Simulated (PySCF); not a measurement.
**SnTe: G0W0 calculation**

SnTe (Fm-3m, 2 atoms in the cell), computed with Kohn-Sham DFT of a periodic cell in Gaussian orbitals, PBE, DZVP-MOLOPT-HYB/GTH-HYB (UZH), G0W0, no spin polarisation (PySCF 2.14.0).

The structure derives from an entry of the Crystallography Open Database.

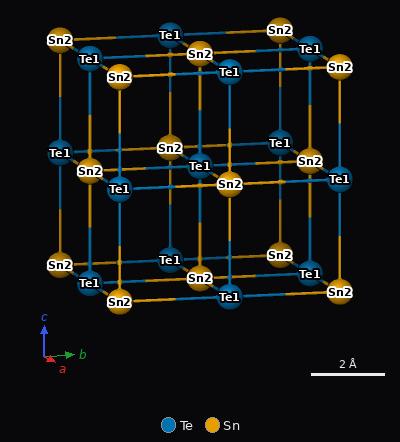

The structure (ball-and-stick view of the cell 4 times as large as that of the calculation, set on its symmetry axes, seen slightly off an axis; atoms are numbered from 1 in the order of the input). An atom can appear more than once, as a periodic image.

**Input**
```python
import json
import numpy as np
from pyscf.pbc import gto, scf, dft, df

cell = gto.Cell()
cell.a = '''
  0.0000000000    3.1508500000    3.1508500000
  3.1508500000    0.0000000000    3.1508500000
  3.1508500000    3.1508500000    0.0000000000'''
cell.atom = '''
Te   3.1508500000    3.1508500000    3.1508500000
Sn   0.0000000000    0.0000000000    0.0000000000'''
cell.unit = 'A'
cell.basis = {'Sn': 'DZVP-MOLOPT-HYB-GTH-q4', 'Te': 'DZVP-MOLOPT-HYB-GTH-q6'}
cell.pseudo = {'Sn': 'GTH-HYB-q4', 'Te': 'GTH-HYB-q6'}
cell.ke_cutoff = 50  # hartree
cell.exp_to_discard = 0.02
cell.precision = 1e-08
cell.max_memory = 5880  # MB
cell.verbose = 4
cell.build()

res = {}
kpts = cell.make_kpts([2, 2, 2])
mf = dft.KRKS(cell, kpts, xc='pbe')
mf = mf.density_fit()
mf.with_df._cderi_to_save = 'cderi.h5'
mf.with_df.build(j_only=False)
mf.grids = dft.gen_grid.UniformGrids(cell)
mf.conv_tol = 1e-08
mf.max_cycle = 60

mf.kernel()
res.update(converged=bool(mf.converged), e_tot=mf.e_tot, nelec=cell.nelectron, nao=cell.nao, mesh=list(map(int, cell.mesh)), a=cell.lattice_vectors().tolist(), coords=cell.atom_coords().tolist(),
           mo_energy=[np.real(x).tolist() for x in mf.mo_energy], mo_occ=[np.real(x).tolist() for x in mf.mo_occ])
import h5py
print('fit functions by k pair:', sorted({v['0'].shape[0] for v in h5py.File(mf.with_df._cderi)['j3c'].values()}))
res.update(kpts=cell.get_scaled_kpts(kpts).tolist())
res['parts'] = {k: float(np.real(v)) for k, v in mf.scf_summary.items() if np.isscalar(v)}
json.dump(res, open('results.json', 'w'))
if not mf.converged:
    raise SystemExit('SCF not converged')

print('levels (eV)')
for i, kp in enumerate(res['kpts'][:40]):
    print('k %7.4f %7.4f %7.4f  ' % tuple(kp), ' '.join('%.3f' % (x * 27.211386) for x in res['mo_energy'][i][:10]))

# Mulliken populations
dm, s = np.asarray(mf.make_rdm1()), np.asarray(mf.get_ovlp())
sites = cell.aoslice_by_atom()[:, 2:]
tot = np.einsum('kij,kji->i', dm, s).real / len(kpts)
res['mulliken'] = [cell.atom_charge(i) - tot[a0:a1].sum() for i, (a0, a1) in enumerate(sites)]
print('Mulliken charges', np.round(res['mulliken'], 5))

from pyscf.pbc.gw.krgw_ac import KRGWAC
gw = KRGWAC(mf)
gw.fc = True
orbs = list(range(2, 8))
gw.kernel(orbs=orbs)
res['orbs'] = orbs
res['qp'] = np.asarray(gw.mo_energy).real.tolist()
res['done'] = True
json.dump(res, open('results.json', 'w'))
```

Command:
```bash
OMP_NUM_THREADS=4 python -u run.py > log
```

**What the program printed**
```
Discarded 0 diffused primitive functions, 0 contracted functions

PySCF version 2.14.0

[INPUT] verbose = 4
[INPUT] num. atoms = 2
[INPUT] num. electrons = 10
[INPUT] charge = 0
[INPUT] spin (= nelec alpha-beta = 2S) = 0
[INPUT] symmetry False subgroup None
[INPUT] Mole.unit = A
[INPUT] Symbol           X                Y                Z      unit          X                Y                Z       unit  Magmom
[INPUT]  1 Te     3.150850000000   3.150850000000   3.150850000000 AA    5.954243559586   5.954243559586   5.954243559586 Bohr   0.0
[INPUT]  2 Sn     0.000000000000   0.000000000000   0.000000000000 AA    0.000000000000   0.000000000000   0.000000000000 Bohr   0.0

nuclear repulsion = -12.2064206568507
number of shells = 6
number of NR pGTOs = 72
number of NR cGTOs = 26
basis = {'Sn': 'DZVP-MOLOPT-HYB-GTH-q4', 'Te': 'DZVP-MOLOPT-HYB-GTH-q6'}
ecp = {}
lattice vectors  a1 [0.000000000, 5.954243560, 5.954243560]
                 a2 [5.954243560, 0.000000000, 5.954243560]
                 a3 [5.954243560, 5.954243560, 0.000000000]
dimension = 3
low_dim_ft_type = None
Cell volume = 422.192
exp_to_discard = 0.02
rcut = 31.876220693221004 (nimgs = [5 5 5])
precision = 1e-08
pseudo = {'Sn': 'GTH-HYB-q4', 'Te': 'GTH-HYB-q6'}
ke_cutoff = 50
    = [29 29 29] mesh (24389 PWs)

******** <class 'pyscf.pbc.df.df.GDF'> ********
auxbasis = None
exp_to_discard = 0.02
len(kpts) = 8
ETB for Te: l = 0, exps = 0.18906019283696 * 2^n , n = 0..4
ETB for Te: l = 1, exps = 0.18906019283696 * 2^n , n = 0..4
ETB for Te: l = 2, exps = 0.18906019283696 * 2^n , n = 0..4
ETB for Te: l = 3, exps = 0.18906019283696 * 2^n , n = 0..4
ETB for Te: l = 4, exps = 0.18906019283696 * 2^n , n = 0..4
ETB for Sn: l = 0, exps = 0.11322098718468 * 2^n , n = 0..3
ETB for Sn: l = 1, exps = 0.11322098718468 * 2^n , n = 0..3
ETB for Sn: l = 2, exps = 0.11322098718468 * 2^n , n = 0..3
ETB for Sn: l = 3, exps = 0.11322098718468 * 2^n , n = 0..3
ETB for Sn: l = 4, exps = 0.11322098718468 * 2^n , n = 0..3

WARN: Even tempered Gaussians are generated as DF auxbasis for  Te Sn

Drop 0 primitive fitting functions
make aux basis, num shells = 45, num cGTOs = 225
auxcell.rcut 18.186879837143387

******** <class 'pyscf.pbc.df.rsdf_builder._RSGDFBuilder'> ********
mesh = [11 11 11] (1331 PWs)
ke_cutoff = 6.959636592665545
omega = 0.32299916736550277
exclude_d_aux = True
exclude_dd_block = True
j2c_eig_always = False
has_long_range = True

******** <class 'pyscf.pbc.dft.krks.KRKS'> ********
method = KRKS
initial guess = minao
damping factor = 0
level_shift factor = 0
DIIS = <class 'pyscf.scf.diis.CDIIS'>
diis_start_cycle = 1
diis_space = 8
diis_damp = 0
SCF conv_tol = 1e-08
SCF conv_tol_grad = None
SCF max_cycles = 60
direct_scf = True
direct_scf_tol = 1e-13

******** PBC SCF flags ********
N kpts = 8
Exchange divergence treatment (exxdiv) = ewald
    madelung (= occupied orbital energy shift) = 0.19250396915375467
    Total energy shift due to Ewald probe charge = -1/2 * Nelec*madelung = -0.962519845769
DF object = <pyscf.pbc.df.df.GDF object>
XC functionals = pbe
small_rho_cutoff = 0
Uniform grid, mesh = [29 29 29]
Set gradient conv threshold to 0.0001

******** <class 'pyscf.pbc.df.rsdf_builder._RSNucBuilder'> ********
mesh = [13 13 13] (2197 PWs)
ke_cutoff = 10.021876693438383
omega = 0.40149337813220065
exclude_d_aux = False
exclude_dd_block = True
j2c_eig_always = False
has_long_range = True
nelec by numeric integration = 9.999999999999787
init E= -7.75237884480841

WARN: HOMO 0.22576610594 == LUMO 0.225766105941

nelec by numeric integration = 9.99999999999989
cycle= 1 E= -11.549483741764  delta_E= -3.8  |g|= 1.16  |ddm|=  9.7
  HOMO = 0.23093712512  LUMO = 0.235273153672  gap/eV = 0.11799
nelec by numeric integration = 9.999999999999817
cycle= 2 E= -11.5296987565429  delta_E= 0.0198  |g|= 1.14  |ddm|= 12.6
  HOMO = 0.241295328659  LUMO = 0.242922121033  gap/eV = 0.04427
nelec by numeric integration = 9.99999999999987
cycle= 3 E= -11.6501217042005  delta_E= -0.12  |g|= 0.0722  |ddm|= 12.8
  HOMO = 0.233185785872  LUMO = 0.238485850482  gap/eV = 0.14422
nelec by numeric integration = 9.99999999999987
cycle= 4 E= -11.6502793026442  delta_E= -0.000158  |g|= 0.0596  |ddm|=  3.5
  HOMO = 0.231560968062  LUMO = 0.239815849229  gap/eV = 0.22463
nelec by numeric integration = 9.999999999999872
cycle= 5 E= -11.6510290787014  delta_E= -0.00075  |g|= 0.00826  |ddm|= 1.78
  HOMO = 0.231234610996  LUMO = 0.23977600676  gap/eV = 0.23242
nelec by numeric integration = 9.999999999999872
cycle= 6 E= -11.6510394607469  delta_E= -1.04e-05  |g|= 0.00449  |ddm|= 0.35
  HOMO = 0.231091531615  LUMO = 0.239872653408  gap/eV = 0.23895
nelec by numeric integration = 9.999999999999872
cycle= 7 E= -11.6510432583056  delta_E= -3.8e-06  |g|= 0.000777  |ddm|= 0.121
  HOMO = 0.231085643198  LUMO = 0.239875324487  gap/eV = 0.23918
nelec by numeric integration = 9.999999999999872
cycle= 8 E= -11.6510432829157  delta_E= -2.46e-08  |g|= 0.000614  |ddm|= 0.0171
  HOMO = 0.231080304707  LUMO = 0.239877072567  gap/eV = 0.23937
nelec by numeric integration = 9.999999999999872
cycle= 9 E= -11.6510433217544  delta_E= -3.88e-08  |g|= 2.17e-05  |ddm|= 0.00803
  HOMO = 0.231080049478  LUMO = 0.239877306674  gap/eV = 0.23939
nelec by numeric integration = 9.999999999999872
cycle= 10 E= -11.6510433218398  delta_E= -8.53e-11  |g|= 5.37e-06  |ddm|= 0.000758
  HOMO = 0.231079946281  LUMO = 0.239877184624  gap/eV = 0.23939
```

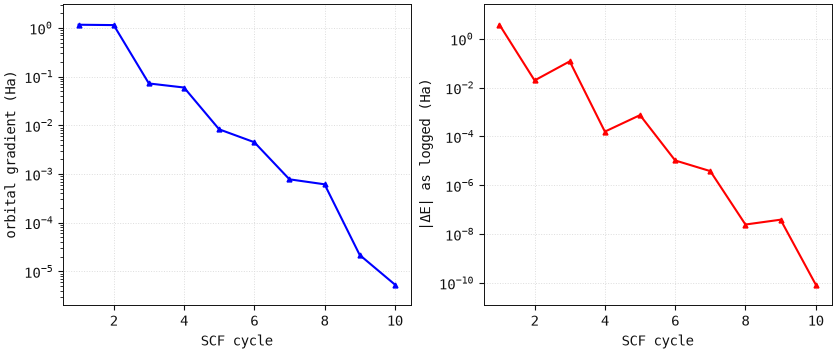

Convergence of the self-consistent field: orbital gradient and size of the energy change against the SCF cycle. The residual falls at every step.

```
nelec by numeric integration = 9.999999999999874
Extra cycle  E= -11.6510433218413  delta_E= -1.51e-12  |g|= 4.67e-06  |ddm|= 0.000278
converged SCF energy = -11.6510433218413
fit functions by k pair: [225]
levels (eV)
k  0.0000  0.0000  0.0000   -6.250 1.574 4.396 4.396 4.396 9.909 9.909 9.909 12.143 12.143
k -0.0000 -0.0000  0.5000   -4.863 -2.120 4.742 4.742 6.288 6.527 6.527 6.758 17.129 18.262
k  0.0000  0.5000 -0.0000   -4.863 -2.120 4.742 4.742 6.288 6.527 6.527 6.758 17.129 18.262
k  0.0000  0.5000  0.5000   -4.604 -0.331 0.769 2.683 2.683 9.379 11.449 11.449 12.755 15.688
k  0.5000  0.0000  0.0000   -4.863 -2.120 4.742 4.742 6.288 6.527 6.527 6.758 17.129 18.262
k  0.5000  0.0000  0.5000   -4.604 -0.331 0.769 2.683 2.683 9.379 11.449 11.449 12.755 15.688
k  0.5000  0.5000  0.0000   -4.604 -0.331 0.769 2.683 2.683 9.379 11.449 11.449 12.755 15.688
k  0.5000  0.5000  0.5000   -4.863 -2.120 4.742 4.742 6.288 6.527 6.527 6.758 17.129 18.262
Mulliken charges [ 0.20497 -0.20497]

******** <class 'pyscf.pbc.gw.krgw_ac.KRGWAC'> ********
method = KRGWAC
GW nocc = 5, nvir = 21, nkpts = 8
orbital list = [2, 3, 4, 5, 6, 7]
off-diagonal self-energy = False
GW density matrix = False
density-fitting for exchange = False
outcore for self-energy= False
finite size corrections = True
grids for finite size corrections = False
broadening parameter = 5.000e-03
number of grids = 100
analytic continuation method = pade
imaginary frequency cutoff = 5.0
Pade points = 18
Pade step ratio = 0.667
use perturbative linearized QP eqn = False
QPE max iter = 100
QPE tolerance = 1.0e-06

WARN: GW QP energies may not be sorted from min to max
```

**Results in brief**

```csv
quantity,value
outcome,converged
space group (tolerance 0.01 Å),Fm-3m (225)
electrons treated,10
free energy,−317.0410 eV
total energy,−317.0410 eV
quasiparticle gap,0.13 eV
Fermi energy,6.288 eV
gap on the k-point mesh,0.24 eV
hardware,"4 threads of Arm Neoverse V1, 24 GiB of memory available, shared host"
wall time,91 s (CPU time 3.3 min)
peak memory,0.42 GiB
```

**Remarks**

Further notes kept with the run: HOMO # == LUMO #. Notes on the run: Even tempered Gaussians are generated as DF auxbasis for  Te Sn; GW QP energies may not be sorted from min to max. Points of doubt noted for this run: coarse mesh; small mesh and basis. So coarse a mesh can miss the band edges, so the true gap of this method can be much smaller, or zero. The k-point mesh is coarse for a cell of this size, so the results may not be converged.
